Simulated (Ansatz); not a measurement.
Input

```
crystal:
  lattice:
    - [5.63060972, 0.0, 0.0]
    - [0.0, 5.63060972, 0.0]
    - [0.0, 0.0, 5.63060972]
  atoms:
    - { symbol: Ru, position: [0.0, 0.5, 0.5] }
    - { symbol: Ru, position: [0.5, 0.5, 0.0] }
    - { symbol: Ru, position: [0.5, 0.0, 0.5] }
    - { symbol: Ru, position: [0.0, 0.0, 0.0] }
    - { symbol: S, position: [0.38820417, 0.11179583, 0.88820417] }
    - { symbol: S, position: [0.11179583, 0.88820417, 0.38820417] }
    - { symbol: S, position: [0.88820417, 0.38820417, 0.11179583] }
    - { symbol: S, position: [0.61179583, 0.61179583, 0.61179583] }
    - { symbol: S, position: [0.38820417, 0.38820417, 0.38820417] }
    - { symbol: S, position: [0.11179583, 0.61179583, 0.88820417] }
    - { symbol: S, position: [0.88820417, 0.11179583, 0.61179583] }
    - { symbol: S, position: [0.61179583, 0.88820417, 0.11179583] }
basis:
  ecutwfc: 500
kpoints:
  mp_grid: { grid: [6, 6, 6] }
hamiltonian:
  xc: r2scan
scf:
  occupations: { method: gaussian, width: 0.02 }
output:
  forces: true
  stress: true
  eigenvalues: true
  write_density: true
  write_potential: true
  elf: true
  volumetric_format: npy
relax:
  adjacent_minimum: "off"
  f_tol: 0.01
  max_steps: 80
  cell: { stress_tol: 0.05 }
```

Launched as:

```sh
ansatz run input.yaml --threads 1 --pin off --max-ram 2560MiB --backend cpu --events-out ev --progress --plain --runs-dir out
```

Below, planes, directions and counts refer to the conventional cell (a = 5.63 Å, b = 5.63 Å, c = 5.63 Å, α = 90.00°, β = 90.00°, γ = 90.00°).

The fields are those of the relaxed geometry.

Space group Pa-3; a structure from a database of computed crystals, not necessarily the ambient phase; started from the database_205 prototype, which need not be the ambient phase; computed without spin polarisation.

Theory: DFT r2SCAN, scalar-relativistic, plane waves, PAW (Ansatz 0.2.0).

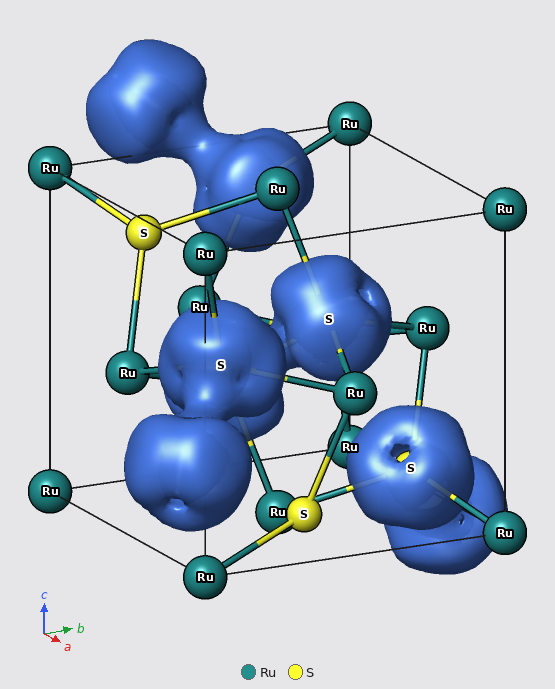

RuS₂. Isosurface of the ELF at 0.7 (blue), seen at an oblique angle. Only the valence region is drawn (cores and ρ < 0.01 e/Å³ removed). Sticks mark near contacts.

In a PAW calculation such maps are meaningful between the atoms, not at the nuclei.

**Identify the bonds, lone pairs and shells in this picture.**

At this value the surface marks out four regions between bonded S–S atoms (shared pairs), counted in one cell of 12 atoms. Any copies at cell faces, edges or corners count once. Profiles from the grid: S–S (2.19 Å): the ELF peaks at about 0.85 between the atoms: a covalent bond. Ru–S (2.36 Å): the ELF peaks at about 0.90 in the valence shell of S, 0.8 Å from its nucleus, and is about 0.40 at the midpoint.
